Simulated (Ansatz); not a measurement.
# Sr: a changed input and its effect

System: Sr (Fm-3m, 1 atom in the cell).
Method of run A: DFT PBE, scalar-relativistic, plane waves, PAW, no spin polarisation (Ansatz 0.2.0).

Text and figures count atoms from 1; the logs count them from 0 in places.

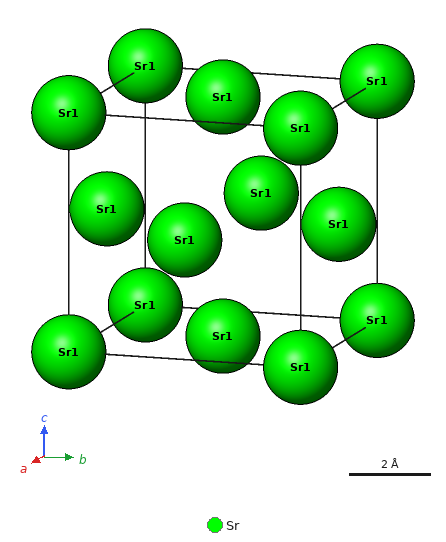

The structure (spheres-only view of the cell 4 times as large as that of the calculation, set on its symmetry axes, seen slightly off an axis; atoms are numbered from 1 in the order of the input).

**Input file, run A**
```yaml
crystal:
  lattice:
    - [0.0, 3.0377526973, 3.0377526973]
    - [3.0377526973, 0.0, 3.0377526973]
    - [3.0377526973, 3.0377526973, 0.0]
  atoms:
    - { symbol: Sr, position: [0.0, 0.0, 0.0] }
basis:
  ecutwfc: 420
  ecutrho_ratio: 4
kpoints:
  mp_grid: { grid: [12, 12, 12] }
hamiltonian:
  xc: pbe
scf:
  occupations: { method: gaussian, width: 0.05 }
output:
  forces: true
  stress: true
  eigenvalues: true
```

Hardware: 2 threads of an x86-64 CPU, shared host.

**Output, shortened to warnings, some set-up lines, iterations and results (run A)**
```
Basis set: ecut = 420 eV, 1067 PW (Γ), exchange–correlation on 60×60×60 points (8 copies of the dense FFT grid, shifted against one another)
Symmetry: 48 space group operations
k-points: 72 of 1728
Initial density: superposition of atomic densities (neutral atoms: chi_scale 0, normalization atom), corrected by the library's trained network
[...]
SCF iter   1: F=—  HF=-3544.218558 eV  |F-HF|=—  |Δ(HF+E_count)|=         —  Δρ=9.44e-4  dr2=7.04e-4  ethr=1.77e-3  ⟨swp⟩=7.0  Hψ=5714  notcnv=0
SCF iter   2: F=—  HF=-3544.219153 eV  |F-HF|=—  |Δ(HF+E_count)|=   5.95e-4  Δρ=5.84e-4  dr2=3.50e-4  ethr=7.04e-6  ⟨swp⟩=2.7  Hψ=1720  notcnv=0
SCF iter   3: F=—  HF=-3544.219192 eV  |F-HF|=—  |Δ(HF+E_count)|=   3.91e-5  Δρ=2.23e-4  dr2=3.98e-5  ethr=3.50e-6  ⟨swp⟩=1.0  Hψ=648  notcnv=0
SCF iter   4: F=—  HF=-3544.219177 eV  |F-HF|=—  |Δ(HF+E_count)|=   1.52e-5  Δρ=1.09e-4  dr2=3.40e-6  ethr=3.98e-7  ⟨swp⟩=2.4  Hψ=966  notcnv=0
SCF iter   5: F=—  HF=-3544.219177 eV  |F-HF|=—  |Δ(HF+E_count)|=   8.06e-8  Δρ=2.93e-5  dr2=2.28e-7  ethr=3.40e-8  ⟨swp⟩=3.0  Hψ=1013  notcnv=0
SCF iter   6: F=-3544.219177 eV  HF=-3544.219177 eV  |F-HF|=7.69e-9  |Δ(HF+E_count)|=   7.41e-8  Δρ=6.95e-6  dr2=1.50e-8  ethr=1.00e-9  ⟨swp⟩=6.5  Hψ=3533  notcnv=0
SCF 1 converged in 6 iterations: F = -3544.219177 eV  dr2 = 1.50e-8
SCF converged after 6 iterations
Free energy (F): -3544.219177 eV
Harris-Foulkes:  -3544.219177 eV  (|F-HF|=7.69e-9)
Internal energy: -3544.216700 eV  (E = F + TS)
E sigma→0 (E₀):  -3544.217938 eV
Entropy (-TS):   -0.002477 eV (-2.477 meV/atom)
Fermi energy:    4.937163 eV
--- Per-component energies (eV) ---
  E_band       = -137.859084
  E_kinetic    = 241.251402
  E_local      = -776.117790  (includes V_loc(G=0)·N_el)
  E_nonlocal   = 202.827727
  E_hartree    = 197.015677
  E_xc         = -171.149924
  E_vxc        = -159.144879  (∫ρ·V_xc dr)
  E_paw        = -2694.711309  (= ΣΔE_a)
  E_vpaw       = -40.704465  (= ΣTr[D̂ρ^β])
  E_aug_tail   = -0.000001  (compensation charges beyond the density's cutoff)
  E_ewald      = -543.332481
  E_smearing   = -0.002477  (= −TS)
  E_closure    = -0.000000  (closes the sum)
  Σ components = -3544.219177   (vs F -3544.219177, Δ=0.00e0)
--- Forces (eV/Å), atoms counted from 1 ---
  atom   1  Sr    -0.00000000    -0.00000000    -0.00000000
  max |Σ_I F_I| component: 1.27e-31 eV/Å
--- Stress (GPa, compression-positive) ---
       -0.309735       0.000000       0.000000
       -0.000000      -0.309735       0.000000
       -0.000000      -0.000000      -0.309735
  P = ⅓ Tr σ = -0.3097 GPa (-3.097 kbar)
```

The input of run B differs as follows (lines with − go, lines with + come):
```diff
-    - [0.0, 3.0377526973, 3.0377526973]
-    - [3.0377526973, 0.0, 3.0377526973]
-    - [3.0377526973, 3.0377526973, 0.0]
+    - [0.0, 3.04, 3.04]
+    - [3.04, 0.0, 3.04]
+    - [3.04, 3.04, 0.0]
```

How does run B compare with run A?

With the same functional and potentials, run B lies 0.25 meV per atom higher. The volume per atom goes from 56.06 to 56.19 Å³. The number of SCF iterations is the same.

**Output, shortened to warnings, some set-up lines, iterations and results (run B)**
```
Basis set: ecut = 420 eV, 1067 PW (Γ), exchange–correlation on 60×60×60 points (8 copies of the dense FFT grid, shifted against one another)
Symmetry: 48 space group operations
k-points: 72 of 1728
Initial density: superposition of atomic densities (neutral atoms: chi_scale 0, normalization atom), corrected by the library's trained network
[...]
SCF iter   1: F=—  HF=-3544.218316 eV  |F-HF|=—  |Δ(HF+E_count)|=         —  Δρ=9.32e-4  dr2=6.88e-4  ethr=1.77e-3  ⟨swp⟩=7.0  Hψ=5725  notcnv=0
SCF iter   2: F=—  HF=-3544.218902 eV  |F-HF|=—  |Δ(HF+E_count)|=   5.86e-4  Δρ=5.80e-4  dr2=3.45e-4  ethr=6.88e-6  ⟨swp⟩=2.7  Hψ=1730  notcnv=0
SCF iter   3: F=—  HF=-3544.218939 eV  |F-HF|=—  |Δ(HF+E_count)|=   3.72e-5  Δρ=2.17e-4  dr2=3.77e-5  ethr=3.45e-6  ⟨swp⟩=1.0  Hψ=648  notcnv=0
SCF iter   4: F=—  HF=-3544.218927 eV  |F-HF|=—  |Δ(HF+E_count)|=   1.15e-5  Δρ=1.07e-4  dr2=3.16e-6  ethr=3.77e-7  ⟨swp⟩=2.4  Hψ=950  notcnv=0
SCF iter   5: F=—  HF=-3544.218927 eV  |F-HF|=—  |Δ(HF+E_count)|=   1.83e-7  Δρ=3.03e-5  dr2=2.30e-7  ethr=3.16e-8  ⟨swp⟩=3.0  Hψ=1015  notcnv=0
SCF iter   6: F=-3544.218927 eV  HF=-3544.218927 eV  |F-HF|=7.29e-9  |Δ(HF+E_count)|=   7.08e-8  Δρ=7.05e-6  dr2=1.48e-8  ethr=1.00e-9  ⟨swp⟩=6.4  Hψ=3529  notcnv=0
SCF 1 converged in 6 iterations: F = -3544.218927 eV  dr2 = 1.48e-8
SCF converged after 6 iterations
Free energy (F): -3544.218927 eV
Harris-Foulkes:  -3544.218927 eV  (|F-HF|=7.29e-9)
Internal energy: -3544.216407 eV  (E = F + TS)
E sigma→0 (E₀):  -3544.217667 eV
Entropy (-TS):   -0.002520 eV (-2.520 meV/atom)
Fermi energy:    4.921787 eV
--- Per-component energies (eV) ---
  E_band       = -138.042625
  E_kinetic    = 241.231716
  E_local      = -776.722818  (includes V_loc(G=0)·N_el)
  E_nonlocal   = 202.826560
  E_hartree    = 197.230616
  E_xc         = -171.140625
  E_vxc        = -159.132271  (∫ρ·V_xc dr)
  E_paw        = -2694.711029  (= ΣΔE_a)
  E_vpaw       = -40.704726  (= ΣTr[D̂ρ^β])
  E_aug_tail   = -0.000001  (compensation charges beyond the density's cutoff)
  E_ewald      = -542.930826
  E_smearing   = -0.002520  (= −TS)
  E_closure    = -0.000000  (closes the sum)
  Σ components = -3544.218927   (vs F -3544.218927, Δ=0.00e0)
--- Forces (eV/Å), atoms counted from 1 ---
  atom   1  Sr    -0.00000000    -0.00000000     0.00000000
  max |Σ_I F_I| component: 1.23e-31 eV/Å
--- Stress (GPa, compression-positive) ---
       -0.332414       0.000000      -0.000000
        0.000000      -0.332414       0.000000
       -0.000000       0.000000      -0.332414
  P = ⅓ Tr σ = -0.3324 GPa (-3.324 kbar)
```

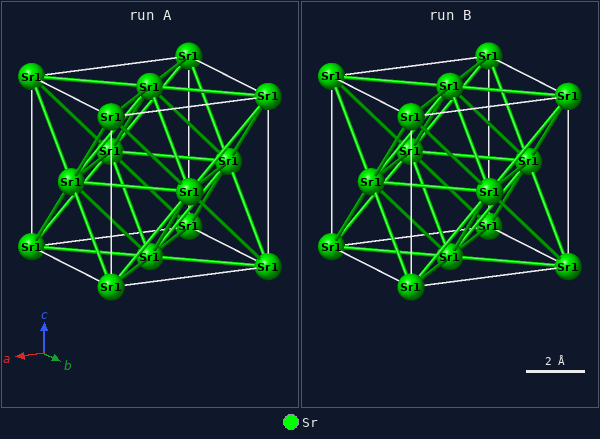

The two input geometries at one scale (ball-and-stick view of the cell 4 times as large as that of the calculation, set on its symmetry axes, seen at an oblique angle). The atoms keep their places relative to the cell (all moves are under 0.005 Å). The volume changes by +0.2 %, with a = b = c 6.076 → 6.080 Å (+0.1 %).

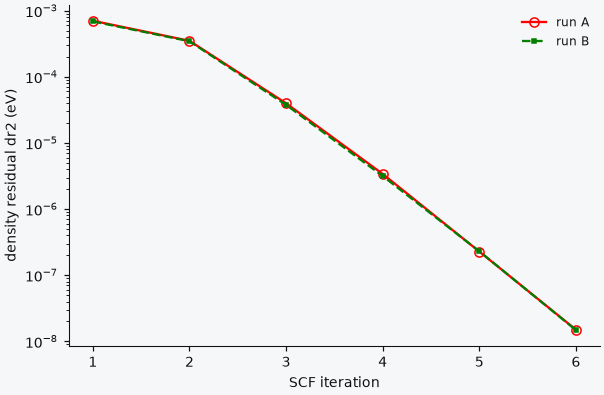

Convergence of the two runs: density residual dr2 against the SCF iteration. Run A takes 6 iterations in all, and run B takes 6.

**The two runs side by side**

```csv
quantity,run A,run B
outcome,converged,converged
free energy per atom (eV),−3544.2192,−3544.2189
"energy per atom, smearing taken to zero (eV)",−3544.2179,−3544.2177
pressure (GPa),−0.31,−0.33
volume per atom (Å³),56.06,56.19
largest force (eV/Å),0.000,0.000
SCF iterations,6,6
irreducible k-points,72,72
plane waves at Γ,1067,1067
wall time (shared host),1.8 s,2.1 s
```
